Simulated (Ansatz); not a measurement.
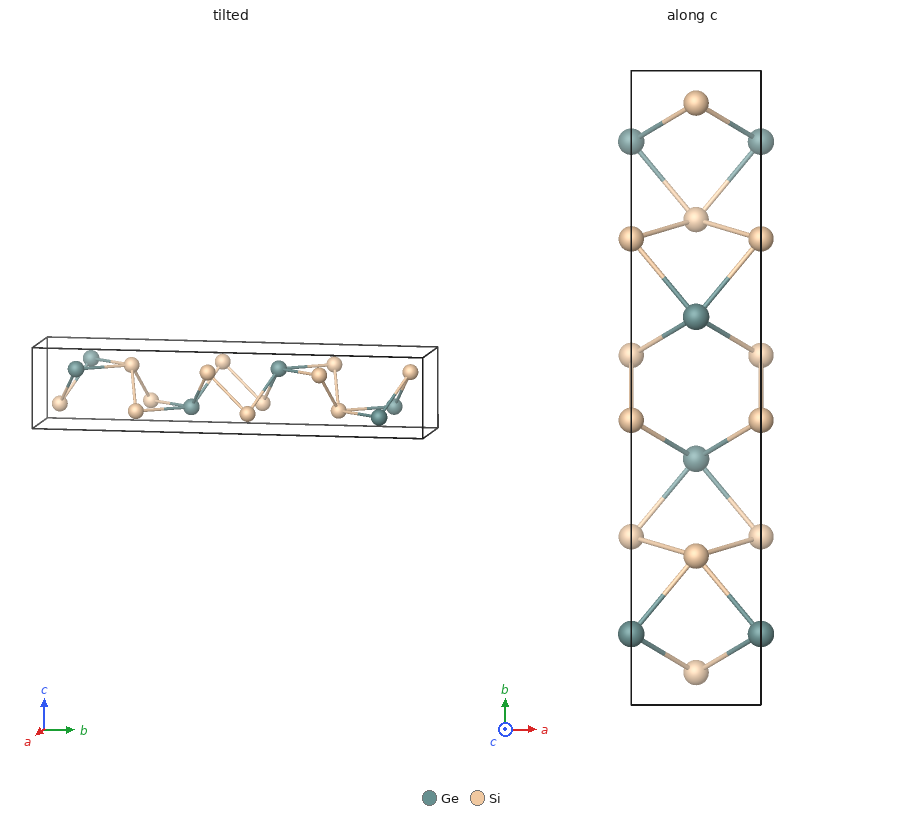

We look at a ball-and-stick model of the crystal slightly off an axis and along the c axis. Atoms at the boundary of the conventional unit cell (the box) are drawn once for each face, edge or corner they touch. Cell: a = 3.450 Å, b = 16.876 Å, c = 3.466 Å, α = 90.00°, β = 90.00°, γ = 90.00°.

What is this?

Composition: Si2Ge. The lattice is base-centred orthorhombic and the space group Cmcm (No. 63). Content of the cell: 8 Si, 4 Ge (Z = 4). Ge is coordinated by six Si in a trigonal prismatic arrangement at about 2.7 Å. Si takes two kinds of site: 4c with four Ge and two Si in a distorted trigonal prismatic arrangement (about 2.7 Å to Ge, 2.4 Å to Si); 4c with four Si and two Ge in a distorted trigonal prismatic arrangement (about 2.5 Å to Si, 2.7 Å to Ge). The bonds build a three-dimensional framework.

Origin of the cell: a structure listed in the Materials Project, with elements exchanged, so it need not be a known form of the compound. Relaxation method: DFT PBEsol, scalar-relativistic, plane waves, PAW (Ansatz).
